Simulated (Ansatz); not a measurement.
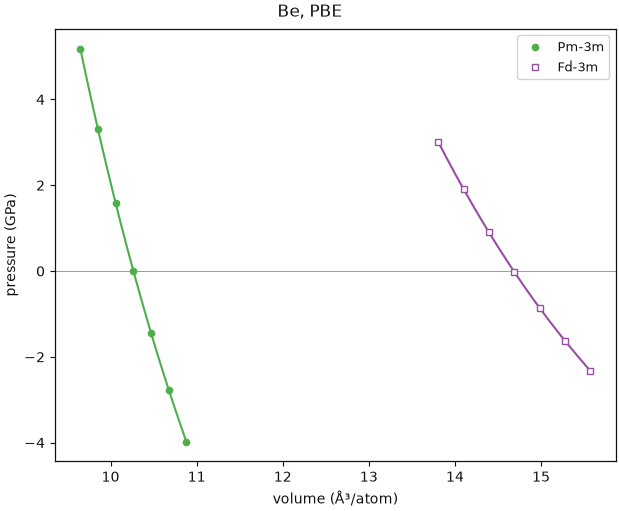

Pressure against volume, with one curve for each structure, for Be.

Settings that differ: Pm-3m: k mesh 50×50×50, atoms in cell 1, lattice centring simple cubic, space group number 221, structure type simple cubic; Fd-3m: k mesh 19×19×19, atoms in cell 2, lattice centring face-centred primitive, space group number 227, structure type diamond.

The fitted equilibrium volumes, smallest first, are Pm-3m 10.27, Fd-3m 14.68 Å³/atom. The fitted bulk moduli, smallest first, are Fd-3m 43.9, Pm-3m 75.4 GPa. For Pm-3m, the pressure falls from 5.186 GPa at volume 9.65 Å³/atom to −3.977 GPa at 10.88 Å³/atom, and changes sign near 10.27 Å³/atom. For Fd-3m, the pressure falls from 3.002 GPa at volume 13.81 Å³/atom to −2.324 GPa at 15.57 Å³/atom, and changes sign near 14.68 Å³/atom.

Method: equation of state of a cubic crystal from periodic Kohn-Sham density functional theory without spin, third-order Birch-Murnaghan fit to the free energies; pressure corrected for the finite basis (Ansatz 0.2.0 development build). Level: PBE.

```tsv
setting	value
occupation method	Fermi–Dirac
occupation width	0.06123 eV
wave cutoff	420 eV
datasets	soft-1 PAW
density tolerance	1e-07 eV
density cutoff ratio	4
search for lower states	default
```

Limits of the calculation: cubic model structure, not the ambient form; modest k-mesh, values are not fully converged in k (Fd-3m).

Input of one of the runs behind the figure:
```
crystal:
  lattice:
    - [0.0, 2.399081517754, 2.399081517754]
    - [2.399081517754, 0.0, 2.399081517754]
    - [2.399081517754, 2.399081517754, 0.0]
  atoms:
    - { symbol: Be, position: [0, 0, 0] }
    - { symbol: Be, position: [0.25, 0.25, 0.25] }
kpoints:
  mp_grid: { grid: [19, 19, 19] }
hamiltonian:
  xc: pbe
  pseudopotentials: { kind: paw }
scf:
  occupations: { method: fermi_dirac, width: 0.061225619053 }
output:
  forces: true
  stress: true
```

Run as:
```bash
ansatz run input.yaml --threads 1
```
